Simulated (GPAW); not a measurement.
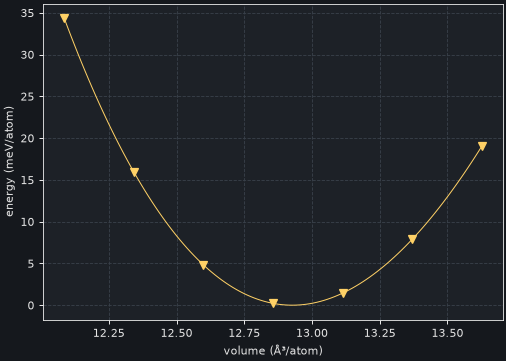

The plot gives the computed energy against volume for BaTiO₃, space group P4mm (No. 99).

Structure:
```yaml
crystal:
  lattice:
    - [3.99980, 0.00000, 0.00000]
    - [0.00000, 3.99980, 0.00000]
    - [0.00000, 0.00000, 4.01800]
  atoms:
    - { symbol: Ba, position: [0.00000, 0.00000, 0.00000] }
    - { symbol: Ti, position: [0.50000, 0.50000, 0.49000] }
    - { symbol: O, position: [0.00000, 0.50000, 0.51700] }
    - { symbol: O, position: [0.50000, 0.00000, 0.51700] }
    - { symbol: O, position: [0.50000, 0.50000, 0.01900] }
```

Calculation (GPAW 26.7.0): PAW DFT in plane waves, on a grid or in atomic orbitals, no spin polarisation; energies at scaled volumes of the given cell, shape and fractions fixed, counted from the fit's minimum, third-order Birch-Murnaghan fit. Level: r2SCAN.

```tsv
setting	value
k mesh	5×5×5
occupations	Fermi–Dirac
smearing width	0.05 eV
potentials	GPAW PAW data sets (gpaw data 1.2.1)
wave cutoff	800 eV
program settings	basis pw
```

From this curve and the settings, what does the calculation give for the pressure at the same points?

The pressure falls from 13.66 GPa at volume 12.08 Å³/atom to −8.55 GPa at 13.63 Å³/atom, and changes sign near 12.91 Å³/atom.

```
volume (Å³/atom)  pressure (GPa)
           12.08           13.66
           12.34            8.88
           12.60            4.59
           12.86            0.75
           13.11           -2.70
           13.37           -5.79
           13.63           -8.55
```

Caveats: shape and atomic fractions are frozen while scaling, which makes layered, chain and framework solids too stiff.
